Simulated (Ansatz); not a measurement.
Al$_{32}$H: nudged elastic band (part 2 of 2)

Continued. System: Al$_{32}$H (defect cell, 33 atoms in the cell). Method: DFT PBE, scalar-relativistic, plane waves, PAW, PAW set soft_1 (Ansatz 0.2.0); cutoff 420 eV, 2×2×2 k-mesh, Gaussian smearing of 0.05 eV. The run did not end well. It belongs to a series of runs on one base structure; here: band between the two ends.

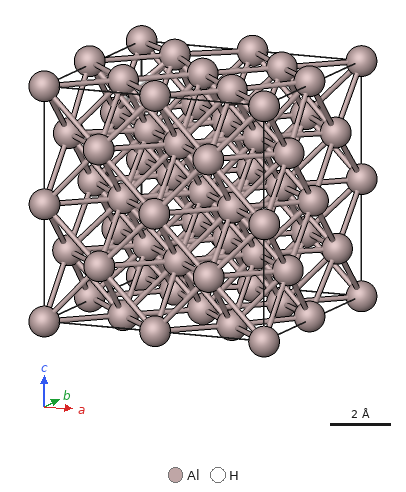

Figure 1. The input geometry (ball-and-stick view of the cell of the calculation, seen slightly off an axis). An atom can appear more than once, as a periodic image.

Output, continued:
```
NEB iter  29: max|band force component| = 5.720e0 eV/Å  barrier→ = 2.2071 eV  barrier← = 2.2124 eV  CI = image 2  Δτ_max = 0.2000 Å  (19 SCF iters)
NEB image 1
NEB image 2
NEB image 3
NEB iter  30: max|band force component| = 1.893e0 eV/Å  barrier→ = 1.0408 eV  barrier← = 1.0461 eV  CI = image 2  Δτ_max = 0.2000 Å  (17 SCF iters)
NEB image 1
NEB image 2
NEB image 3
NEB iter  31: max|band force component| = 2.052e0 eV/Å  barrier→ = 1.1406 eV  barrier← = 1.1458 eV  CI = image 2  Δτ_max = 0.1962 Å  (16 SCF iters)
NEB image 1
NEB image 2
NEB image 3
NEB iter  32: max|band force component| = 1.811e0 eV/Å  barrier→ = 0.7680 eV  barrier← = 0.7733 eV  CI = image 2  Δτ_max = 0.1948 Å  (16 SCF iters)
NEB image 1
NEB image 2
NEB image 3
NEB iter  33: max|band force component| = 6.702e-1 eV/Å  barrier→ = 0.3382 eV  barrier← = 0.3434 eV  CI = image 2  Δτ_max = 0.1963 Å  (16 SCF iters)
NEB image 1
NEB image 2
NEB image 3
NEB iter  34: max|band force component| = 2.539e-1 eV/Å  barrier→ = 0.2346 eV  barrier← = 0.2398 eV  CI = image 2  Δτ_max = 0.1969 Å  (16 SCF iters)
NEB image 1
NEB image 2
NEB image 3
NEB iter  35: max|band force component| = 1.512e-1 eV/Å  barrier→ = 0.2285 eV  barrier← = 0.2337 eV  CI = image 2  Δτ_max = 0.1018 Å  (18 SCF iters)
NEB image 1
NEB image 2
NEB image 3
NEB iter  36: max|band force component| = 2.217e-1 eV/Å  barrier→ = 0.2147 eV  barrier← = 0.2199 eV  CI = image 2  Δτ_max = 0.0511 Å  (16 SCF iters)
NEB image 1
NEB image 2
NEB image 3
NEB iter  37: max|band force component| = 5.727e-1 eV/Å  barrier→ = 0.2101 eV  barrier← = 0.2154 eV  CI = image 3  Δτ_max = 0.1028 Å  (16 SCF iters)
NEB image 1
NEB image 2
NEB image 3
NEB iter  38: max|band force component| = 7.135e-1 eV/Å  barrier→ = 0.2829 eV  barrier← = 0.2882 eV  CI = image 2  Δτ_max = 0.1032 Å  (18 SCF iters)
NEB image 1
NEB image 2
NEB image 3
NEB iter  39: max|band force component| = 3.884e-1 eV/Å  barrier→ = 0.2523 eV  barrier← = 0.2575 eV  CI = image 2  Δτ_max = 0.2000 Å  (17 SCF iters)
NEB image 1
NEB image 2
NEB image 3
NEB iter  40: max|band force component| = 3.510e-1 eV/Å  barrier→ = 0.2686 eV  barrier← = 0.2738 eV  CI = image 2  Δτ_max = 0.1981 Å  (18 SCF iters)
NEB image 1
preconditioner: auto → Kerker (q_TF=auto, 2.055 Å⁻¹)  [metal: Δε(μ)=0.007 eV  Ē_g=6.867 eV  σ=0.050 eV  W_gap=0.08  n_scr=80 (ndim 8)  ℏωp=15.9 eV  f_vac=0.000  D(μ)=33.37/eV (n_scr^D=340)]
NEB image 2
preconditioner: auto → Kerker (q_TF=auto, 2.055 Å⁻¹)  [metal: Δε(μ)=0.016 eV  Ē_g=6.867 eV  σ=0.050 eV  W_gap=0.18  n_scr=80 (ndim 8)  ℏωp=15.9 eV  f_vac=0.000  D(μ)=30.70/eV (n_scr^D=304)]
NEB image 3
preconditioner: auto → Kerker (q_TF=auto, 2.055 Å⁻¹)  [metal: Δε(μ)=0.023 eV  Ē_g=6.866 eV  σ=0.050 eV  W_gap=0.25  n_scr=80 (ndim 8)  ℏωp=15.9 eV  f_vac=0.000  D(μ)=31.91/eV (n_scr^D=340)]
NEB iter  41: max|band force component| = 9.619e-2 eV/Å  barrier→ = 0.2180 eV  barrier← = 0.2232 eV  CI = image 2  Δτ_max = 0.1997 Å  (18 SCF iters)
```

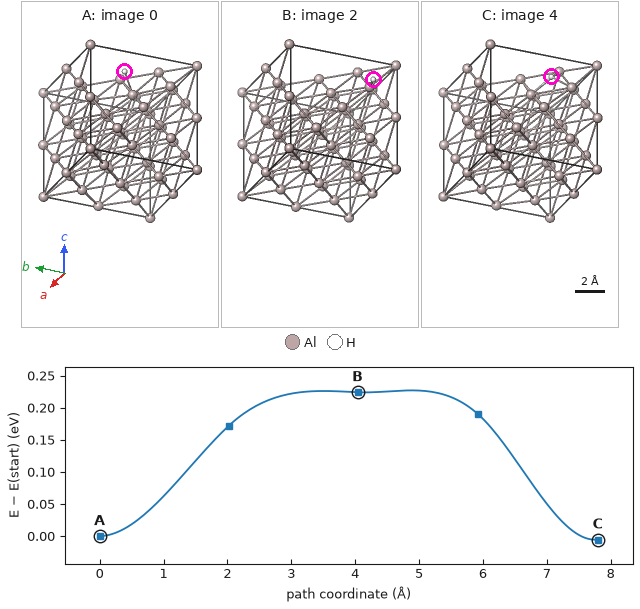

Figure 2. Images of the last band (counted from 0; ball-and-stick, simulation cell, seen at an oblique angle), with the moving atom and its periodic copies ringed, above the energy along the path; the line is a cubic interpolation that uses the forces. The highest image is number 2, 0.224 eV above the start and 0.229 eV above the end (the climbing image); the end lies 0.005 eV below the start. The path is 7.80 Å long, and H33 moves most (2.02 Å). The band had not converged after 49 iterations.

```
NEB image 1
preconditioner: auto → Kerker (q_TF=auto, 2.055 Å⁻¹)  [metal: Δε(μ)=0.023 eV  Ē_g=6.867 eV  σ=0.050 eV  W_gap=0.25  n_scr=80 (ndim 8)  ℏωp=15.9 eV  f_vac=0.000  D(μ)=30.56/eV (n_scr^D=304)]
NEB image 2
preconditioner: auto → Resta (q_
[...]
Free energy (F): -17214.957068 eV
Harris-Foulkes:  -17214.957068 eV  (|F-HF|=8.08e-9)
Internal energy: -17214.921423 eV  (E = F + TS)
E sigma→0 (E₀):  -17214.939246 eV
Entropy (-TS):   -0.035646 eV (-1.080 meV/atom)
Fermi energy:    7.522717 eV
--- Per-component energies (eV) ---
  E_band       = 334.347959
  E_kinetic    = 733.766759
  E_local      = 321.760170  (includes V_loc(G=0)·N_el)
  E_nonlocal   = 323.220815
  E_hartree    = 6.954149
  E_xc         = -1215.290011
  E_vxc        = -945.287313  (∫ρ·V_xc dr)
  E_paw        = -15021.948428  (= ΣΔE_a)
  E_vpaw       = -113.019767  (= ΣTr[D̂ρ^β])
  E_aug_tail   = -0.001022  (compensation charges beyond the density's cutoff)
  E_ewald      = -2363.383855
  E_smearing   = -0.035646  (= −TS)
  E_closure    = 0.000000  (closes the sum)
  Σ components = -17214.957068   (vs F -17214.957068, Δ=0.00e0)
--- Forces (eV/Å), atoms counted from 1 ---
  atom   1  Al    -0.01829139     0.00137833     0.00617348
  atom   2  Al     0.00015168    -0.02485363     0.03785778
  atom   3  Al     0.03807454     0.01154520     0.01939024
  atom   4  Al     0.01816192     0.01219683    -0.00483971
  atom   5  Al    -0.00374600    -0.03677772     0.00107537
  atom   6  Al    -0.00420894     0.03142615    -0.00089543
  atom   7  Al    -0.01614294    -0.02024297    -0.00778944
  atom   8  Al     0.00131130     0.01878447    -0.00471894
  atom   9  Al    -0.00947354     0.01436206     0.00995942
  atom  10  Al    -0.00091768     0.01950122     0.02441164
  atom  11  Al    -0.02747269    -0.02315527     0.00717055
  atom  12  Al     0.03125932     0.00888102     0.13497620
  atom  13  Al     0.01509131     0.01627852    -0.02602564
  atom  14  Al     0.00705641     0.02100307     0.04131590
  atom  15  Al     0.00931494     0.00331775     0.00166097
  atom  16  Al     0.00120099    -0.01940262     0.02164405
  atom  17  Al    -0.00844973     0.00198398     0.01300428
  atom  18  Al     0.00433295    -0.00580636    -0.00280286
  atom  19  Al    -0.01186546     0.01128284     0.02664625
  atom  20  Al    -0.00780572    -0.01155878     0.01744421
  atom  21  Al     0.01395957     0.01226754     0.01777570
  atom  22  Al     0.01433843    -0.00238688     0.02452250
  atom  23  Al    -0.09710237     0.09617021    -0.00125588
  atom  24  Al     0.01106211    -0.00929053    -0.01487691
  atom  25  Al     0.04202347    -0.02902331     0.00403679
  atom  26  Al    -0.01068706    -0.01902815     0.02224635
  atom  27  Al    -0.04406617    -0.03212201     0.14382194
  atom  28  Al     0.00796589     0.01620694    -0.01409557
  atom  29  Al    -0.04349003     0.02664649     0.00584018
  atom  30  Al    -0.00429984     0.00520304    -0.01544832
  atom  31  Al     0.09353131    -0.10575898    -0.00272508
  atom  32  Al    -0.00971053     0.00593554    -0.02508510
  atom  33  H      0.00891301     0.00505791    -0.46041523
  max |Σ_I F_I| component: 2.19e-5 eV/Å
End of that report.
this run last wrote the band of iteration 50 to [file]
Error: SIGTERM received: cancelled by the caller after 1 completed SCF iterations
```

The last band as extended XYZ (Å, eV, eV/Å):
```
33
Lattice="8.1000 0.0000 0.0000 0.0000 8.1000 0.0000 0.0000 0.0000 8.1000" Properties=species:S:1:pos:R:3:forces:R:3 image=0 energy=-17215.21868
Al    4.0787    0.0288   -0.0034    0.0071   0.0070  -0.0043
Al    6.0401    1.9898   -0.0026   -0.0039  -0.0032  -0.0067
Al    6.0608    0.0104    2.0355   -0.0039   0.0040   0.0075
Al    0.0105   -0.0055   -0.0102    0.0091   0.0058  -0.0121
Al    2.0129    2.0272   -0.0105   -0.0076  -0.0087  -0.0083
Al    4.0446    4.0607   -0.0102    0.0062   0.0081  -0.0117
Al    6.0772    6.0627   -0.0103   -0.0088  -0.0075  -0.0086
Al    2.0205    0.0293    2.0544   -0.0051   0.0081   0.0067
Al    4.0604    2.0106    2.0355    0.0044  -0.0031   0.0073
Al    6.0395    4.0533    2.0564   -0.0020   0.0002   0.0094
Al    4.0601    0.0101    4.0381    0.0074   0.0069  -0.0095
Al    6.0612    2.0110    4.0382   -0.0003   0.0004  -0.0037
Al    6.0407    0.0301    6.0769   -0.0009   0.0089   0.0050
Al   -0.0789    3.9717    0.0807    0.0091   0.0082  -0.0128
Al    2.0977    6.1469    0.0764   -0.0027  -0.0015  -0.0077
Al    0.0031    1.9892    2.0563    0.0009  -0.0014   0.0094
Al    2.0133    4.0605    2.0197   -0.0092   0.0063   0.0088
Al    4.0793    6.0703    2.0545    0.0083  -0.0048   0.0068
Al    0.0034    0.0300    4.0181    0.0004   0.0099  -0.0054
Al    2.0210    1.9904    4.0180   -0.0065  -0.0039  -0.0082
Al    4.0800    4.0536    4.0179    0.0101  -0.0003  -0.0055
Al    6.0407    6.0708    4.0180   -0.0045  -0.0061  -0.0082
Al    2.0136   -0.0055    6.0835   -0.0135   0.0063   0.0145
Al    4.0801    1.9903    6.0769    0.0092  -0.0004   0.0050
Al    6.0777    4.0627    6.0859   -0.0069  -0.0025   0.0021
Al    0.0102    6.0631    2.0197    0.0071  -0.0090   0.0088
Al    0.0121    4.0623    4.0537   -0.0008  -0.0014  -0.0064
Al    2.0138    6.0635    4.0531   -0.0112  -0.0108  -0.0080
Al    0.0125    2.0276    6.0859   -0.0020  -0.0067   0.0020
Al    2.1005    3.9733    5.9957   -0.0058   0.0069   0.0094
Al    4.0446    6.0634    6.0835    0.0068  -0.0129   0.0143
Al   -0.0772    6.1496    5.9958    0.0077  -0.0044   0.0093
H     1.0084    5.0582    7.0865    0.0019   0.0020   0.0004
33
Lattice="8.1000 0.0000 0.0000 0.0000 8.1000 0.0000 0.0000 0.0000 8.1000" Properties=species:S:1:pos:R:3:forces:R:3 image=1 energy=-17215.04687
Al    4.0825    0.0210    0.0269   -0.0013  -0.0042  -0.0022
Al    6.1279    2.0608    0.0244    0.0017   0.0013  -0.0050
Al    6.1290    0.0182    2.0478   -0.0016  -0.0042   0.0054
Al    0.0411    0.0084    0.0253   -0.0009   0.0002  -0.0097
Al    2.0469    2.0552    0.0203   -0.0054   0.0036  -0.0051
Al    4.0738    4.0773    0.0246   -0.0014  -0.0038  -0.0049
Al    6.1256    6.0777    0.0192   -0.0003  -0.0012  -0.0024
Al    2.0563    0.0212    2.0510   -0.0005  -0.0042   0.0032
Al    4.0810    2.0585    2.0487   -0.0026   0.0034   0.0036
Al    6.1355    4.0810    2.0526    0.0025  -0.0056  -0.0012
Al    4.0792    0.0176    4.1084   -0.0007  -0.0047  -0.0068
Al    6.1208    2.0534    4.0954    0.0049   0.0053   0.0057
Al    6.1338    0.0143    6.1104    0.0017  -0.0029   0.0009
Al    0.0370    4.0746    0.0564   -0.0024  -0.0065   0.0032
Al    2.0528    6.0857    0.0282   -0.0040  -0.0032  -0.0059
Al    0.0445    2.0678    2.0525   -0.0047   0.0039  -0.0008
Al    2.0477    4.0757    2.0497   -0.0029  -0.0035   0.0003
Al    4.0830    6.0888    2.0516   -0.0019  -0.0002   0.0022
Al    0.0435    0.0115    4.1055   -0.0020  -0.0012   0.0027
Al    2.0482    2.0621    4.1063   -0.0040  -0.0006  -0.0006
Al    4.0764    4.0798    4.1059   -0.0012  -0.0032   0.0017
Al    6.1304    6.0799    4.1068   -0.0024  -0.0015  -0.0018
Al    2.0521    0.0064    6.1082   -0.0097   0.0022   0.0024
Al    4.0791    2.0669    6.1105   -0.0031   0.0017   0.0006
Al    6.0408    4.0799    6.1087   -0.0080  -0.0103  -0.0029
Al    0.0395    6.0801    2.0490   -0.0021  -0.0031   0.0020
Al    0.0385    4.0760    4.0407   -0.0065  -0.0092  -0.0095
Al    2.0450    6.0768    4.1020   -0.0004   0.0018  -0.0022
Al    0.0426    1.9716    6.1086   -0.0059  -0.0063  -0.0007
Al    2.0827    4.0737    6.1063    0.0001  -0.0061   0.0015
Al    4.0711    6.0840    6.1083    0.0022  -0.0054   0.0003
Al    0.0359    6.1147    6.1062   -0.0018   0.0024   0.0016
H    -0.1418    3.8896    6.0064    0.0647   0.0652   0.0240
33
Lattice="8.1000 0.0000 0.0000 0.0000 8.1000 0.0000 0.0000 0.0000 8.1000" Properties=species:S:1:pos:R:3:forces:R:3 image=2 energy=-17214.99446
Al    4.1244    0.0550    0.0501   -0.0217  -0.0183   0.0108
Al    6.1544    2.0587    0.0491    0.0285  -0.0027   0.0861
Al    6.1522    0.0569    2.0424    0.0219   0.0214  -0.0060
Al    0.0676    0.0627    0.0417    0.0069   0.0019   0.0077
Al    2.1340    2.0533    0.0522   -0.0129  -0.0075  -0.0103
Al    4.1344    4.1091    0.0376   -0.0155   0.0300   0.0156
Al    6.1484    6.1408    0.0547   -0.0001  -0.0165  -0.0040
Al    2.1040    0.0447    2.0612   -0.0041   0.0216   0.0065
Al    4.1270    2.0493    2.0423    0.0015   0.0141   0.0039
Al    6.1454    4.0976    2.0655    0.0080  -0.0143  -0.0103
Al    4.1341    0.0635    4.0969   -0.0179   0.0005   0.0119
Al    6.1483    2.0525    4.0487   -0.0300  -0.0667  -0.2254
Al    6.1526    0.0436    6.1106    0.0238  -0.0650  -0.0133
Al    0.0555    4.0981    0.0475    0.0088   0.0029   0.0041
Al    2.1093    6.1053    0.0532   -0.0070  -0.0191  -0.0165
Al    0.0591    2.0441    2.0674   -0.0191   0.0019  -0.0051
Al    2.1238    4.0881    2.0441   -0.0120  -0.0077   0.0017
Al    4.1117    6.1028    2.0609    0.0020  -0.0153  -0.0052
Al    0.0602    0.0598    4.1040    0.0029   0.0024   0.0050
Al    2.1144    2.0455    4.1012   -0.0173   0.0002   0.0362
Al    4.1301    4.0994    4.1134   -0.0307   0.0121  -0.0094
Al    6.1443    6.1196    4.0962   -0.0052   0.0073   0.0290
Al    2.1427    0.0411    6.1085   -0.0023   0.0305  -0.0053
Al    4.1223    2.0611    6.1103   -0.1031  -0.0190  -0.0128
Al    6.1173    4.2184    6.1180   -0.0029   0.1896   0.0740
Al    0.0392    6.1253    2.0438   -0.0020  -0.0175  -0.0150
Al    0.0892    4.1279    4.0676    0.0507   0.0113  -0.0123
Al    2.1244    6.1223    4.1259    0.0110  -0.0046   0.0030
Al    0.1736    2.0152    6.1162    0.2878  -0.0093   0.0664
Al    2.1086    4.1000    6.1146   -0.0290  -0.0360  -0.0019
Al    4.1126    6.1473    6.1101    0.0078  -0.0128   0.0047
Al    0.0664    6.1146    6.1146   -0.0205  -0.0075   0.0108
H    -1.5301    2.4865    5.8071   -0.1085  -0.0080  -0.0249
33
Lattice="8.1000 0.0000 0.0000 0.0000 8.1000 0.0000 0.0000 0.0000 8.1000" Properties=species:S:1:pos:R:3:forces:R:3 image=3 energy=-17215.02811
Al    4.0853    0.0080    0.0435    0.0034  -0.0018  -0.0041
Al    6.1292    2.0221    0.0386   -0.0059  -0.0021  -0.0014
Al    6.1247    0.0012    2.0449   -0.0033  -0.0036   0.0004
Al    0.0438   -0.0145    0.0460    0.0020  -0.0005  -0.0025
Al    2.0610    2.0102    0.0292   -0.0074  -0.0015   0.0000
Al    4.0731    4.0628    0.0419   -0.0018  -0.0029  -0.0003
Al    6.1230    6.0437    0.0328   -0.0067  -0.0035  -0.0036
Al    2.0770    0.0085    2.0505   -0.0054   0.0006   0.0035
Al    4.0837    2.0126    2.0477   -0.0019   0.0065   0.0003
Al    6.1328    4.0691    2.0555   -0.0020  -0.0044   0.0002
Al    4.0804    0.0014    4.1014   -0.0028  -0.0040   0.0047
Al    6.1132    2.0115    4.0868   -0.0039  -0.0030   0.0039
Al    6.1233   -0.0003    6.1104   -0.0021  -0.0022   0.0001
Al    0.0369    4.0619    0.0573    0.0007  -0.0067   0.0033
Al    2.0731    6.0600    0.0458   -0.0101  -0.0058  -0.0051
Al    0.0469    2.0212    2.0574    0.0021   0.0013  -0.0034
Al    2.0645    4.0602    2.0444   -0.0071  -0.0020   0.0013
Al    4.0879    6.0604    2.0522    0.0029  -0.0040   0.0011
Al    0.0479   -0.0076    4.0940    0.0027  -0.0065  -0.0006
Al    2.0640    2.0201    4.1099   -0.0057  -0.0022  -0.0017
Al    4.0821    4.0674    4.1016   -0.0037  -0.0049  -0.0036
Al    6.1279    6.0449    4.1038   -0.0034  -0.0032  -0.0010
Al    2.0748   -0.0192    6.1055   -0.0102  -0.0021   0.0004
Al    4.0917    2.0214    6.1091   -0.0028   0.0003  -0.0001
Al    6.0245    4.0705    6.1060   -0.0170  -0.0097   0.0031
Al    0.0331    6.0539    2.0427    0.0055  -0.0047   0.0045
Al    0.0345    4.0610    4.0418    0.0016  -0.0019  -0.0096
Al    2.0626    6.0455    4.0967   -0.0095  -0.0026  -0.0045
Al    0.0509    1.9073    6.1107   -0.0049  -0.0101   0.0018
Al    2.0875    4.0606    6.1069    0.0039  -0.0049  -0.0024
Al    4.0645    6.0625    6.1019    0.0005  -0.0045   0.0032
Al    0.0381    6.0678    6.1053   -0.0013  -0.0003  -0.0047
H    -0.2227    3.7537    5.9606    0.0936   0.0971   0.0170
33
Lattice="8.1000 0.0000 0.0000 0.0000 8.1000 0.0000 0.0000 0.0000 8.1000" Properties=species:S:1:pos:R:3:forces:R:3 image=4 energy=-17215.22392
Al    4.0836   -0.0336    0.0243   -0.0146   0.0146  -0.0061
Al    6.0785    2.0425    0.0135    0.0114  -0.0073  -0.0040
Al    6.0641   -0.0126    2.0116    0.0182   0.0182  -0.0067
Al    0.0192    0.0016    0.0135   -0.0073   0.0117  -0.0041
Al    2.0900    1.9600    0.0983    0.0086  -0.0086  -0.0047
Al    4.0484    4.0308    0.0135   -0.0117   0.0073  -0.0041
Al    6.0428    6.1072    0.0241    0.0150  -0.0150  -0.0056
Al    2.0171   -0.0385    2.0387    0.0046   0.0119  -0.0040
Al    4.0885    2.0329    2.0387   -0.0119  -0.0046  -0.0040
Al    6.0380    4.0404    2.0388    0.0121   0.0049  -0.0044
Al    4.0626   -0.0126    4.0634   -0.0182   0.0182   0.0069
Al    6.0380    2.0330    4.0362    0.0121  -0.0048   0.0043
Al    6.0429   -0.0337    6.0508    0.0148   0.0149   0.0058
Al   -0.0635    4.1135    0.0984   -0.0067   0.0067  -0.0064
Al    2.0075    6.0715    0.0135    0.0073  -0.0114  -0.0040
Al    0.0174    2.0408    2.0108   -0.0108  -0.0107  -0.0034
Al    2.0092    4.0326    2.0108    0.0107   0.0108  -0.0034
Al    4.0626    6.0859    2.0116   -0.0182  -0.0182  -0.0067
Al    0.0095   -0.0385    4.0363   -0.0047   0.0119   0.0042
Al    2.0093    2.0407    4.0643    0.0106  -0.0106   0.0033
Al    4.0885    4.0405    4.0363   -0.0119   0.0047   0.0042
Al    6.0641    6.0859    4.0635    0.0182  -0.0182   0.0067
Al    2.0075    0.0017    6.0615    0.0072   0.0115   0.0042
Al    4.0483    2.0425    6.0615   -0.0115  -0.0072   0.0042
Al    6.0784    4.0308    6.0615    0.0115   0.0073   0.0038
Al    0.0096    6.1120    2.0388   -0.0049  -0.0121  -0.0044
Al    0.0175    4.0325    4.0642   -0.0109   0.0109   0.0036
Al    2.0170    6.1120    4.0362    0.0048  -0.0121   0.0043
Al   -0.0636    1.9599    5.9767   -0.0075  -0.0077   0.0055
Al    2.0901    4.1136    5.9767    0.0077   0.0075   0.0055
Al    4.0837    6.1071    6.0508   -0.0149  -0.0148   0.0058
Al    0.0192    6.0716    6.0615   -0.0073  -0.0115   0.0038
H     1.0141    3.0359    7.0875   -0.0020   0.0020   0.0000
```

Outcome:

| quantity | value |
| --- | --- |
| outcome | stopped at the time limit |
| barrier, forward (band not converged) | 0.218 eV |
| barrier, backward | 0.223 eV |
| wall time | 64 min (CPU time 1.9 h) |
| peak memory | 1.9 GiB |

What went wrong:

The run was cut off by its time limit, so the output is incomplete.
